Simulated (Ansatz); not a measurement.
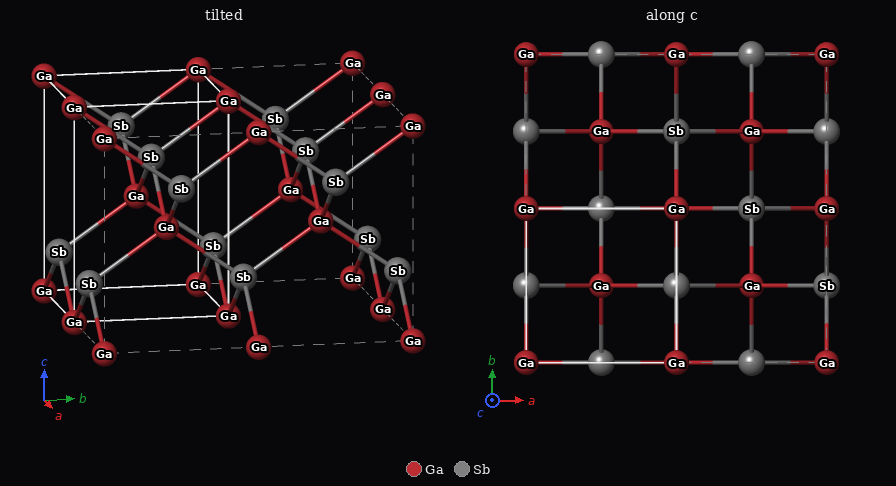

The image is a ball-and-stick drawing of a crystal, viewed slightly off an axis and along the c axis. The conventional unit cell (solid box) is repeated to 2×2×1 cells.

GaSb, space group Imm2 (No. 44), a = 4.28 Å, b = 4.39 Å, c = 6.13 Å, α = 90.00°, β = 90.00°, γ = 90.00°.

Method used: DFT, r2SCAN, plane waves, PAW in Ansatz 0.2.0. It ran with a 500 eV plane-wave basis, k-points about 0.22 Å⁻¹ apart, Fermi-Dirac smearing of 0.02 eV, no spin polarisation.

Classify it as metallic or gapped, with the value.

Answer. A semiconductor at this level, with a gap of 0.31 eV, direct.

What is the pressure at this volume?

Answer. The computed pressure is 0.0 GPa, close to zero. The stress isn't hydrostatic: its largest component is 1.1 GPa.

Starting structure: a structure type filled with these elements by a generator (whether the compound takes this form wasn't checked). The cell was then strained or its atoms displaced on purpose. It was run through Ansatz as a DFT input.
